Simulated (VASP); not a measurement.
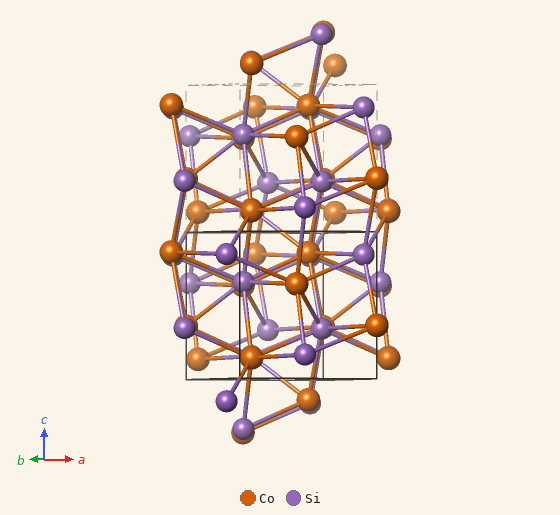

The compound is CoSi (space group P2_13, No. 198), taken as the geometry relaxed with VASP Kohn-Sham DFT of a periodic cell, BLYP, VASP PAW PBE potentials, recommended in VASP.

Bonds are taken as Co–Si below 2.8 Å; no other contact counts. Simplification: prune 0- and 1-connected atoms, fold 2-connected ones into links.

What kind of net remains, and which atoms are its nodes?

Answer. A uninodal 7-connected, three-periodic net: Co and Si are 7-connected nodes.

Is the net interpenetrated?

Answer. It is a single net, without interpenetration.

Give the point symbol of each node (shortest cycle at each angle).

Answer. Co and Si: 4¹⁵·6⁶.

Give the first eight terms of the coordination sequence (nodes one, two, three … edges away).

Answer. Co and Si: 7, 24, 55, 98, 151, 216, 295, 386.

The simplified net, drawn on the atoms' positions. Nodes are coloured by element. Edges to nodes outside the piece are drawn as stubs.

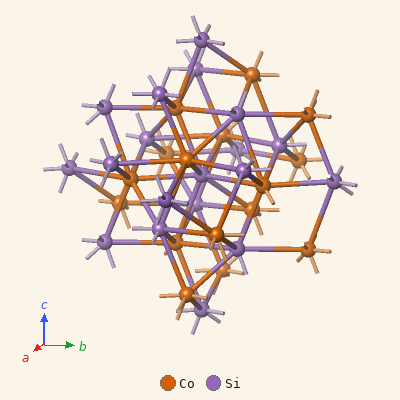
